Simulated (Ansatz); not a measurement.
# AlB2H2: a trial structure relaxed, part 2 of 2

The task: take a trial cell of AlB2H2 to zero force and stress.

Ansatz 0.2.0; DFT PBE, scalar-relativistic, plane waves, PAW. Earlier steps stand in the parts before.

### 4 Full relaxation

The end of the coarse run is made exact in the group found at a tolerance of 0.06 Å and reduced to its primitive cell.

File input.yaml:

```yaml
crystal:
  lattice:
    - [1.6212893721, -2.3610335166, 0.0]
    - [1.6212893721, 2.3610335166, 0.0]
    - [0.0, 0.0, 4.8834512351]
  atoms:
    - { symbol: Al, position: [0.5, 0.5, 0.0] }
    - { symbol: B, position: [0.0, 0.0, 0.6673830932] }
    - { symbol: B, position: [0.0, 0.0, 0.3326169068] }
    - { symbol: H, position: [0.0, 0.5, 0.5] }
    - { symbol: H, position: [0.5, 0.0, 0.5] }
basis:
  ecutwfc: 420
kpoints:
  mp_grid: { grid: [14, 14, 8] }
hamiltonian:
  xc: pbe
scf:
  occupations: { method: gaussian, width: 0.1 }
output:
  forces: true
  stress: true
  eigenvalues: true
relax:
  adjacent_minimum: "off"
  f_tol: 0.01
  max_steps: 80
  cell: { stress_tol: 0.05 }
```

Run with:

```console
$ ansatz run input.yaml --threads 1 --pin off --max-ram 2048MiB --backend cpu --events-out ev --progress --plain --runs-dir out
```

Log:

```text
Warning: RAYON_NUM_THREADS=1 ignored (pool sized by the plan → 1); use --threads N
Engine: ansatz 0.2.0, x86_64-unknown-linux-gnu
Pseudopotentials: kind: paw
Pseudopotential: Al, paw, valence charge 3, recommended cutoff 420 eV (normal), Al.paw.azcp
Pseudopotential: B, paw, valence charge 3, recommended cutoff 420 eV (normal), B.paw.azcp
Pseudopotential: H, paw, valence charge 1, recommended cutoff 420 eV (normal), H.paw.azcp
Functional definition: PBE
  parameter kappa = 0.804
  parameter beta = 0.06672455060314922
  exchange = pbe_x(kappa = kappa, mu = beta*pi^2/3)
  correlation = pbe_c(beta = beta)
Crystal: 5 atoms, lattice volume = 37.387 Å³
Basis set: ecut = 420 eV, 735 PW (Γ), exchange–correlation on 40×40×72 points (8 copies of the dense FFT grid, shifted against one another)
Bands: 11, of which v1, the nominal top of the filled ones, is band 6 counted from 1 (5 counted from 0)
Symmetry: 8 space group operations
Space group: Cmmm (ITA 65), of the structure as read, at distance tolerance 3.3e-5 Å
k-points: 285 of 1568
Non-local potential: Al, projectors of the file, l = 0: 2, l = 1: 2, l = 2: 1
Non-local potential: B, projectors of the file, l = 0: 2, l = 1: 2, l = 2: 1
Non-local potential: H, projectors of the file, l = 0: 2, l = 1: 1
PAW form: soft (Blöchl's): semilocal exchange-correlation on the pseudo side does not see the compensation charge
PAW one-centre angular grid: Al, 110 points (default); XC on 64 Gauss nodes
PAW one-centre angular grid: B, 110 points (default); XC on 64 Gauss nodes
PAW one-centre angular grid: H, 110 points (default); XC on 64 Gauss nodes
Initial density: superposition of atomic densities (neutral atoms: chi_scale 0, normalization atom), corrected by the library's trained network
Initial wavefunctions: pseudopotential atomic-orbital guess
Functional: x = pbe(κ = 0.804, μ = 0.2195149727645171), c = pbe(β = 0.06672455060314922)
SCF iter   1: F=—  HF=-876.931172 eV  |F-HF|=—  |Δ(HF+E_count)|=         —  Δρ=5.19e-3  dr2=6.23e-3  ethr=1.77e-3  ⟨swp⟩=5.2  Hψ=19598  notcnv=0
preconditioner: auto → none  [metal: Δε(μ)=0.002 eV  Ē_g=10.739 eV  σ=0.100 eV  W_gap=0.01  n_scr=2 (ndim 8)  ℏωp=20.1 eV  f_vac=0.000  D(μ)=1.05/eV (n_scr^D=2)  sad-step TF]
SCF iter   2: F=—  HF=-876.933237 eV  |F-HF|=—  |Δ(HF+E_count)|=   2.06e-3  Δρ=3.07e-3  dr2=2.27e-3  ethr=5.66e-5  ⟨swp⟩=1.0  Hψ=5415  notcnv=0
SCF iter   3: F=—  HF=-876.934100 eV  |F-HF|=—  |Δ(HF+E_count)|=   8.63e-4  Δρ=2.15e-4  dr2=3.42e-5  ethr=2.06e-5  ⟨swp⟩=2.4  Hψ=4446  notcnv=0
SCF iter   4: F=—  HF=-876.934099 eV  |F-HF|=—  |Δ(HF+E_count)|=   1.39e-6  Δρ=8.09e-5  dr2=5.11e-6  ethr=3.11e-7  ⟨swp⟩=2.2  Hψ=3802  notcnv=0
SCF iter   5: F=—  HF=-876.934099 eV  |F-HF|=—  |Δ(HF+E_count)|=   6.89e-7  Δρ=3.18e-5  dr2=6.43e-7  ethr=4.64e-8  ⟨swp⟩=1.5  Hψ=3294  notcnv=0
SCF iter   6: F=-876.934100 eV  HF=-876.934100 eV  |F-HF|=5.17e-10  |Δ(HF+E_count)|=   1.22e-7  Δρ=7.80e-6  dr2=2.51e-8  ethr=9.09e-10  ⟨swp⟩=6.5  Hψ=14012  notcnv=0
SCF 1 converged in 6 iterations: F = -876.934100 eV  dr2 = 2.51e-8
relax step   1: F+E_penalty+E_count = -876.93409951 eV  Δ(F+E_penalty+E_count) = +0.000e0 eV  max|allowed force component| = 2.451e-2 eV/Å  Δτ_max = 0.0000 Å  P = +0.094 GPa  Ω = 37.387 Å³  (6 SCF iters, dr2 threshold 1.00e-7 eV, accepted)
Crystal: 5 atoms, lattice volume = 37.555 Å³
Initial density: handed on by an earlier stage of this run
Initial wavefunctions: those handed on with the density
iter 1 solved again at ethr=8.40e-6 eV; its pass at ethr=3.10e-3 eV (dr2=9.24e-4 eV) is discarded
SCF iter   1: F=—  HF=-876.939271 eV  |F-HF|=—  |Δ(HF+E_count)|=         —  Δρ=1.63e-3  dr2=9.72e-4  ethr=8.40e-6  ⟨swp⟩=2.5  Hψ=23221  notcnv=0
preconditioner: auto → none  [metal: Δε(μ)=0.002 eV  Ē_g=10.701 eV  σ=0.100 eV  W_gap=0.01  n_scr=2 (ndim 8)  ℏωp=20.1 eV  f_vac=0.000  D(μ)=1.12/eV (n_scr^D=2)]
SCF iter   2: F=—  HF=-876.939001 eV  |F-HF|=—  |Δ(HF+E_count)|=   2.70e-4  Δρ=4.89e-4  dr2=8.34e-5  ethr=8.40e-6  ⟨swp⟩=2.1  Hψ=4566  notcnv=0
SCF iter   3: F=—  HF=-876.938992 eV  |F-HF|=—  |Δ(HF+E_count)|=   8.59e-6  Δρ=1.84e-4  dr2=3.64e-5  ethr=7.58e-7  ⟨swp⟩=2.3  Hψ=4084  notcnv=0
SCF iter   4: F=—  HF=-876.938985 eV  |F-HF|=—  |Δ(HF+E_count)|=   6.93e-6  Δρ=8.94e-5  dr2=3.65e-6  ethr=3.31e-7  ⟨swp⟩=2.1  Hψ=3869  notcnv=0
SCF iter   5: F=-876.938985 eV  HF=-876.938985 eV  |F-HF|=1.16e-8  |Δ(HF+E_count)|=   3.18e-7  Δρ=2.67e-5  dr2=1.66e-7  ethr=4.55e-9  ⟨swp⟩=3.3  Hψ=12304  notcnv=0
SCF 2 converged in 5 iterations: F = -876.938985 eV  dr2 = 1.66e-7
relax step   2: F+E_penalty+E_count = -876.93898492 eV  Δ(F+E_penalty+E_count) = -4.885e-3 eV  max|allowed force component| = 1.119e-2 eV/Å  Δτ_max = 0.0006 Å  P = -0.034 GPa  Ω = 37.555 Å³  energy of the carried Pulay correction = -2.828e-4 eV  (5 SCF iters, dr2 threshold 5.00e-7 eV, accepted)
Crystal: 5 atoms, lattice volume = 37.642 Å³
Basis set: ecut = 420 eV, 733 PW (Γ), exchange–correlation on 40×40×72 points (8 copies of the dense FFT grid, shifted against one another)
iter 1 solved again at ethr=4.89e-6 eV; its pass at ethr=3.10e-3 eV (dr2=5.38e-4 eV) is discarded
SCF iter   1: F=—  HF=-876.940804 eV  |F-HF|=—  |Δ(HF+E_count)|=         —  Δρ=1.19e-3  dr2=5.67e-4  ethr=4.89e-6  ⟨swp⟩=2.1  Hψ=23295  notcnv=0
preconditioner: auto → none  [metal: Δε(μ)=0.003 eV  Ē_g=10.682 eV  σ=0.100 eV  W_gap=0.02  n_scr=2 (ndim 8)  ℏωp=20.1 eV  f_vac=0.000  D(μ)=1.19/eV (n_scr^D=6)]
SCF iter   2: F=—  HF=-876.940689 eV  |F-HF|=—  |Δ(HF+E_count)|=   1.15e-4  Δρ=4.87e-4  dr2=7.11e-5  ethr=4.89e-6  ⟨swp⟩=1.2  Hψ=3300  notcnv=0
SCF iter   3: F=—  HF=-876.940680 eV  |F-HF|=—  |Δ(HF+E_count)|=   8.72e-6  Δρ=1.10e-4  dr2=7.08e-6  ethr=6.46e-7  ⟨swp⟩=2.1  Hψ=4210  notcnv=0
iter 4 did not close the SCF: its close was put off for the readings that it lacked (scf_convergence_deferred on its scf_iter line)
SCF iter   4: F=-876.940680 eV  HF=-876.940680 eV  |F-HF|=5.64e-8  |Δ(HF+E_count)|=   7.56e-7  Δρ=3.35e-5  dr2=2.46e-7  ethr=6.43e-8  ⟨swp⟩=2.2  Hψ=3883  notcnv=0
iter 5 did not close the SCF: its close was put off for the readings that it lacked (scf_convergence_deferred on its scf_iter line)
SCF iter   5: F=-876.940680 eV  HF=-876.940680 eV  |F-HF|=4.71e-11  |Δ(HF+E_count)|=   9.08e-8  Δρ=3.43e-6  dr2=3.11e-9  ethr=2.24e-9  ⟨swp⟩=1.6  Hψ=3803  notcnv=0
SCF iter   6: F=-876.940680 eV  HF=-876.940680 eV  |F-HF|=8.19e-12  |Δ(HF+E_count)|=  5.57e-10  Δρ=2.73e-7  dr2=1.14e-11  ethr=2.83e-11  ⟨swp⟩=1.1  Hψ=9469  notcnv=0
the search or the solves at the SCF's close seem to have found levels that the self-consistency loop had missed (the run counts 1). By its estimate they hold under 1e-12 electrons; where the run keeps them, the occupations were computed again with them
SCF 3 converged in 6 iterations: F = -876.940680 eV  dr2 = 1.14e-11
relax step   3: F+E_penalty+E_count = -876.94067978 eV  Δ(F+E_penalty+E_count) = -1.695e-3 eV  max|allowed force component| = 2.670e-2 eV/Å  Δτ_max = 0.0037 Å  P = -0.182 GPa  Ω = 37.642 Å³  energy of the carried Pulay correction = -4.273e-4 eV  (6 SCF iters, dr2 threshold 5.00e-7 eV, accepted)
[... 14 lines left out ...]
relax step   4: F+E_penalty+E_count = -876.94086313 eV  Δ(F+E_penalty+E_count) = -1.833e-4 eV  max|allowed force component| = 2.249e-2 eV/Å  Δτ_max = 0.0003 Å  P = +0.014 GPa  Ω = 37.608 Å³  energy of the carried Pulay correction = -3.714e-4 eV  (6 SCF iters, dr2 threshold 5.00e-7 eV, accepted)
[... 12 lines left out ...]
relax step   5: F+E_penalty+E_count = -876.94080465 eV  Δ(F+E_penalty+E_count) = +5.849e-5 eV  max|allowed force component| = 5.032e-2 eV/Å  Δτ_max = 0.0021 Å  P = +0.108 GPa  Ω = 37.611 Å³  energy of the carried Pulay correction = -3.764e-4 eV  (6 SCF iters, dr2 threshold 3.16e-8 eV, rejected (line search))
[... 11 lines left out ...]
relax step   6: F+E_penalty+E_count = -876.94086373 eV  Δ(F+E_penalty+E_count) = -5.928e-7 eV  max|allowed force component| = 1.914e-3 eV/Å  Δτ_max = 0.0006 Å  P = +0.018 GPa  Ω = 37.618 Å³  energy of the carried Pulay correction = -3.886e-4 eV  (6 SCF iters, accepted)
[... 11 lines left out ...]
relax step   7: F+E_penalty+E_count = -876.94155379 eV  Δ(F+E_penalty+E_count) = -6.901e-4 eV  max|allowed force component| = 2.638e-3 eV/Å  Δτ_max = 0.0000 Å  P = +0.030 GPa  Ω = 37.618 Å³  stress off target by 1.23e-1 GPa  SCF on the basis re-selected at this cell (its energy is not comparable with the rows above)  (6 SCF iters)
[... 13 lines left out ...]
relax step   8: F+E_penalty+E_count = -876.94154165 eV  Δ(F+E_penalty+E_count) = +1.214e-5 eV  max|allowed force component| = 1.055e-3 eV/Å  Δτ_max = 0.0006 Å  P = +0.020 GPa  Ω = 37.638 Å³  energy of the carried Pulay correction = -3.811e-5 eV  (6 SCF iters, dr2 threshold 3.81e-8 eV, accepted)
iter 1 solved again at ethr=2.60e-8 eV; its pass at ethr=3.10e-3 eV (dr2=2.86e-6 eV) is discarded
SCF iter   1: F=—  HF=-876.941590 eV  |F-HF|=—  |Δ(HF+E_count)|=         —  Δρ=5.24e-6  dr2=2.48e-9  ethr=2.60e-8  ⟨swp⟩=3.0  Hψ=28144  notcnv=0
preconditioner: auto → none  [metal: Δε(μ)=0.004 eV  Ē_g=10.683 eV  σ=0.100 eV  W_gap=0.02  n_scr=2 (ndim 8)  ℏωp=20.1 eV  f_vac=0.000  D(μ)=1.21/eV (n_scr^D=6)]
SCF iter   2: F=—  HF=-876.941590 eV  |F-HF|=—  |Δ(HF+E_count)|=   4.28e-7  Δρ=2.78e-6  dr2=1.25e-9  ethr=2.26e-11  ⟨swp⟩=2.4  Hψ=4867  notcnv=0
SCF iter   3: F=—  HF=-876.941590 eV  |F-HF|=—  |Δ(HF+E_count)|=  9.28e-10  Δρ=1.82e-6  dr2=2.30e-10  ethr=1.14e-11  ⟨swp⟩=1.1  Hψ=3209  notcnv=0
iter 4 did not close the SCF: its close was put off for the readings that it lacked (scf_convergence_deferred on its scf_iter line)
SCF iter   4: F=-876.941590 eV  HF=-876.941590 eV  |F-HF|=5.80e-12  |Δ(HF+E_count)|=  9.02e-10  Δρ=2.19e-7  dr2=1.70e-11  ethr=2.09e-12  ⟨swp⟩=2.0  Hψ=4701  notcnv=0
iter 5 did not close the SCF: its close was put off for the readings that it lacked (scf_convergence_deferred on its scf_iter line)
SCF iter   5: F=-876.941590 eV  HF=-876.941590 eV  |F-HF|=5.23e-12  |Δ(HF+E_count)|=  1.14e-13  Δρ=9.84e-8  dr2=7.67e-12  ethr=1.00e-12  ⟨swp⟩=1.0  Hψ=3135  notcnv=0
iter 6 did not close the SCF: its close was put off for the readings that it lacked (scf_convergence_deferred on its scf_iter line)
SCF iter   6: F=-876.941590 eV  HF=-876.941590 eV  |F-HF|=1.14e-13  |Δ(HF+E_count)|=  1.71e-12  Δρ=3.52e-8  dr2=7.74e-13  ethr=1.00e-12  ⟨swp⟩=1.0  Hψ=3135  notcnv=0
iter 7 did not close the SCF: its close was put off for the readings that it lacked (scf_convergence_deferred on its scf_iter line)
SCF iter   7: F=-876.941590 eV  HF=-876.941590 eV  |F-HF|=0.00e0  |Δ(HF+E_count)|=  1.14e-13  Δρ=1.01e-8  dr2=7.39e-14  ethr=1.00e-12  ⟨swp⟩=1.0  Hψ=3135  notcnv=0
SCF iter   8: F=-876.941590 eV  HF=-876.941590 eV  |F-HF|=1.14e-13  |Δ(HF+E_count)|=    0.00e0  Δρ=1.81e-9  dr2=1.48e-15  ethr=1.00e-12  ⟨swp⟩=1.5  Hψ=7598  notcnv=0
SCF 9 converged in 8 iterations: F = -876.941590 eV  dr2 = 1.48e-15
relax step   9: F+E_penalty+E_count = -876.94158977 eV  Δ(F+E_penalty+E_count) = -4.812e-5 eV  max|allowed force component| = 1.007e-3 eV/Å  Δτ_max = 0.0000 Å  P = +0.020 GPa  Ω = 37.638 Å³  stress off target by 2.64e-2 GPa  SCF on the basis re-selected at this cell (its energy is not comparable with the rows above)  (8 SCF iters)
basis re-selected at this cell: Δ(F+E_penalty+E_count) = -4.812e-5 eV, ΔP = +0.000 GPa vs the last step (what re-selecting the basis moved, of the pressure what is left beyond the Pulay correction that the steps carried, after the strain that the cell walked since its last selection, with what the two solves' SCF thresholds leave and, on support functions, any second-order correction that the steps lacked; it is no measure of the basis error at this ecutwfc). This SCF's stress stands 2.64e-2 GPa from its target on what of the cell is left free (relax.cell.stress_tol is 5.00e-2 GPa) and its largest allowed force component is 1.01e-3 eV/Å (relax.f_tol is 1.00e-2 eV/Å): within both
SCF converged after 8 iterations
Free energy (F): -876.941590 eV
Harris-Foulkes:  -876.941590 eV  (|F-HF|=1.14e-13)
Internal energy: -876.935520 eV  (E = F + TS)
E sigma→0 (E₀):  -876.938555 eV
Entropy (-TS):   -0.006070 eV (-1.214 meV/atom)
Fermi energy:    7.541940 eV
--- Per-component energies (eV) ---
  E_band       = 20.513228
  E_kinetic    = 141.553130
  E_local      = -73.521061  (includes V_loc(G=0)·N_el)
  E_nonlocal   = 37.731570
  E_hartree    = 25.712148
  E_xc         = -120.613883
  E_vxc        = -126.882541  (∫ρ·V_xc dr)
  E_paw        = -625.109968  (= ΣΔE_a)
  E_vpaw       = -9.790223  (= ΣTr[D̂ρ^β])
  E_aug_tail   = -0.001943  (compensation charges beyond the density's cutoff)
  E_ewald      = -262.685514
  E_smearing   = -0.006070  (= −TS)
  E_closure    = 0.000000  (closes the sum)
  Σ components = -876.941590   (vs F -876.941590, Δ=0.00e0)
--- Forces (eV/Å), atoms counted from 1 ---
  atom   1  Al    -0.00000000     0.00000000     0.00000000
  atom   2  B      0.00000000     0.00000000     0.00100655
  atom   3  B      0.00000000     0.00000000    -0.00100655
  atom   4  H      0.00000000    -0.00000000     0.00000000
  atom   5  H      0.00000000     0.00000000     0.00000000
  max |Σ_I F_I| component: 9.86e-32 eV/Å
--- Stress (GPa, compression-positive) ---
        0.018979       0.000000       0.000000
        0.000000       0.026423       0.000000
        0.000000       0.000000       0.014934
  P = ⅓ Tr σ = 0.0201 GPa (0.201 kbar)
--- Band table (eV; the first three rows and the last of 285) ---
  k-point 0: bands = ["-7.1572", "-0.9082", "0.6615", "8.6918", "9.3636", "10.0338", "12.5887", "13.0861", "14.7940", "14.9605", "17.4910"]
  k-point 1: bands = ["-7.1186", "-1.4535", "1.3610", "8.7264", "9.3841", "10.0482", "12.2741", "12.9253", "14.5081", "14.6958", "16.8697"]
  k-point 2: bands = ["-7.0188", "-2.2213", "2.5702", "8.8160", "9.4347", "10.0835", "11.2392", "12.5668", "13.9939", "14.4697", "16.7141"]
  k-point 284: bands = ["-2.2691", "-0.6629", "2.2075", "3.4211", "3.7988", "7.1364", "8.7686", "12.5799", "12.7170", "12.8672", "13.4008"]
--- Relaxed structure (7 steps of the walk, 6 accepted, 2 SCFs on fresh bases) ---
  F+E_penalty+E_count = -876.94158977 eV   max|allowed force component| = 1.007e-3 eV/Å   (the final SCF, on the basis selected at the relaxed cell)
  cell:  # Å, volume = 37.6378 Å³
    - [1.5973758339530313, -2.4171548854309965, 0.0]
    - [1.5973758339530313, 2.4171548854309965, 0.0]
    - [0.0, 0.0, 4.8739736849315225]
  atoms:
    - { symbol: Al, position: [0.5, 0.5, -1.7761244993176272e-20] }
    - { symbol: B, position: [5.805732793783937e-37, -9.488919401269391e-37, 0.6665737940654785] }
    - { symbol: B, position: [5.805732793783937e-37, -9.488919401269391e-37, 0.33342620593452155] }
    - { symbol: H, position: [0.0, 0.5, 0.5] }
    - { symbol: H, position: [0.5, 0.0, 0.5] }
```

Wall time 27 s (1 thread of AMD EPYC 9R45 (Zen 5), shared host); peak memory 0.45 GiB.

The steps of the relaxation:

```
step  E - E(step 1) (eV/cell)  largest force component (eV/Å)  pressure (GPa)  volume (Å³)
   1                   0.0000                          0.0245            0.09        37.39
   2                  -0.0049                          0.0112           -0.03        37.56
   3                  -0.0066                          0.0267           -0.18        37.64
   4                  -0.0068                          0.0225            0.01        37.61
   5                  -0.0067                          0.0503            0.11        37.61
   6                  -0.0068                          0.0019            0.02        37.62
   7                  -0.0075                          0.0026            0.03        37.62
   8                  -0.0074                          0.0011            0.02        37.64
   9                  -0.0075                          0.0010            0.02        37.64
```

Step 1 is the start. Steps 7, 9 each repeat the geometry before them on a plane-wave basis chosen anew, so the energy can jump there without any move. Step 5 was tried and not accepted.

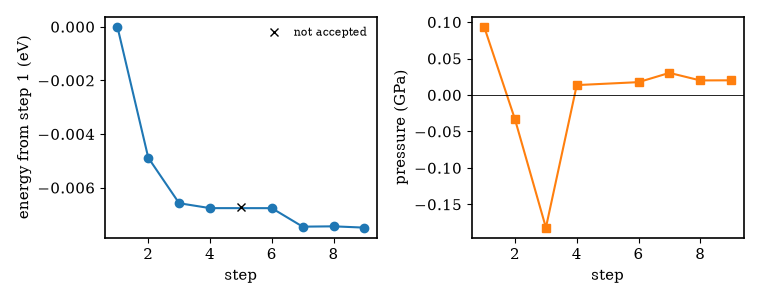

Energy and pressure along the relaxation.

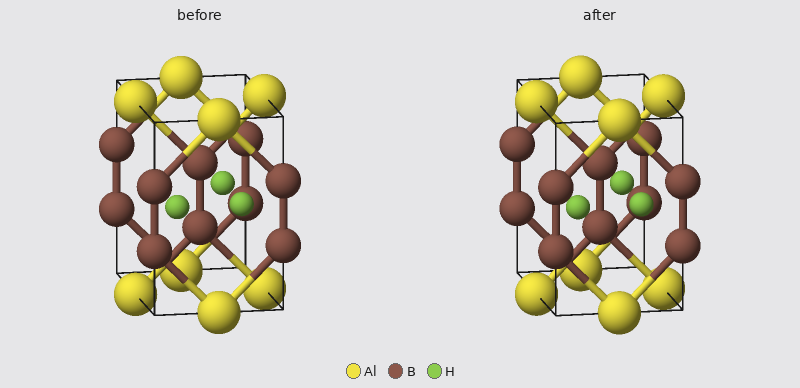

The structure before (left) and after (right) the relaxation, drawn at the same scale. The change is too small to see at this scale.

Lengths and angles in the start's conventional setting:

|  | before | after | change |
| --- | --- | --- | --- |
| a (Å) | 3.243 | 3.195 | -1.5 % |
| b (Å) | 4.722 | 4.834 | +2.4 % |
| c (Å) | 4.883 | 4.874 | -0.2 % |
| volume (Å³/atom) | 7.48 | 7.53 | +0.7 % |
| shortest distance (Å) | 1.621 | 1.597 | -1.5 % |
| space group (0.01 Å) | Cmmm | Cmmm | same |

Forces and stress were held to the start's 8 operations: a distortion of lower symmetry was not tested.

### 5 Variant: lower_state_search light, f_tol 0.05, max_displacement 0.5

Edit input.yaml of step 4 so:

```diff
@@ -19,10 +19,12 @@
   occupations: { method: gaussian, width: 0.1 }
+  lower_state_search: light
 output:
   forces: true
+  eigenvalues: true
   stress: true
-  eigenvalues: true
 relax:
   adjacent_minimum: "off"
-  f_tol: 0.01
+  f_tol: 0.05
   max_steps: 80
   cell: { stress_tol: 0.05 }
+  max_displacement: 0.5
```

Run with:

```console
$ ansatz run input.yaml --threads 1 --pin off --max-ram 2048MiB --backend cpu --events-out ev --progress --plain --runs-dir out
```

Log, cut to the lines that bear on the results:

```text
Warning: RAYON_NUM_THREADS=1 ignored (pool sized by the plan → 1); use --threads N
[...]
Pseudopotentials: kind: paw
Pseudopotential: Al, paw, valence charge 3, recommended cutoff 420 eV (normal), Al.paw.azcp
Pseudopotential: B, paw, valence charge 3, recommended cutoff 420 eV (normal), B.paw.azcp
Pseudopotential: H, paw, valence charge 1, recommended cutoff 420 eV (normal), H.paw.azcp
Functional definition: PBE
[...]
Crystal: 5 atoms, lattice volume = 37.387 Å³
Basis set: ecut = 420 eV, 735 PW (Γ), exchange–correlation on 40×40×72 points (8 copies of the dense FFT grid, shifted against one another)
Bands: 11, of which v1, the nominal top of the filled ones, is band 6 counted from 1 (5 counted from 0)
Symmetry: 8 space group operations
Space group: Cmmm (ITA 65), of the structure as read, at distance tolerance 3.3e-5 Å
k-points: 285 of 1568
[...]
       -0.000000       0.001510      -0.000000
       -0.000000      -0.000000       0.003478
  P = ⅓ Tr σ = 0.0049 GPa (0.049 kbar)
--- Band table (eV; the first three rows and the last of 285) ---
  k-point 0: bands = ["-7.1572", "-0.9088", "0.6608", "8.6901", "9.3611", "10.0332", "12.5855", "13.0841", "14.7913", "14.9553", "17.4898"]
[...]
--- Relaxed structure (6 steps of the walk, 6 accepted, 2 SCFs on fresh bases) ---
  F+E_penalty+E_count = -876.94159101 eV   max|allowed force component| = 4.538e-4 eV/Å   (the final SCF, on the basis selected at the relaxed cell)
  cell:  # Å, volume = 37.6438 Å³
    - [1.5973138450363882, -2.4175980793723415, 0.0]
    - [1.5973138450363882, 2.4175980793723415, 0.0]
    - [0.0, 0.0, 4.8740432319814415]
  atoms:
    - { symbol: Al, position: [0.49999999999999994, 0.49999999999999994, -2.220155624147034e-21] }
    - { symbol: B, position: [0.0, 0.0, 0.6665719064690172] }
    - { symbol: B, position: [0.0, 0.0, 0.333428093530983] }
    - { symbol: H, position: [-2.7755575615628914e-17, 0.5, 0.5] }
    - { symbol: H, position: [0.5, -2.7755575615628914e-17, 0.5] }
```

Wall time 25 s (1 thread of AMD EPYC 9R45 (Zen 5), shared host); peak memory 0.45 GiB.

```csv
run,ending,energy change,pressure (GPa),gap (eV),force (eV/Å),cycles,time
step 4,converged,0,0.0,0.00,0.00,-,27 s
variant,converged,0.0 meV/atom,0.0,0.00,0.00,-,25 s
```

Changing the search for lower states, convergence setting and walk settings leaves the energy as it was (0.0 meV/atom).

### 6 Outcome

This closing draws on all 2 parts. Changes of volume or cell count from the first structure of part 1.

| quantity | value |
| --- | --- |
| symmetry at the end (tolerance 0.05 Å) | space group Cmmm (No. 65) |
| conventional cell | a = 3.195 Å, b = 4.834 Å, c = 4.874 Å, α = 90.00°, β = 90.00°, γ = 90.00° |
| volume | 7.53 Å³/atom |
| energy over the elements (uncorrected; H, N, O, F and Cl as molecules) | +0.83 eV/atom |
| gap on the mesh | none (metal) |

What this shows: The space group Cmmm (No. 65) is kept, and the volume per atom shrinks by 7.4 % from the first guess. With a positive formation energy it can't be a ground state. No finished test with a distortion of lower symmetry is shown, so the end may be a saddle point.
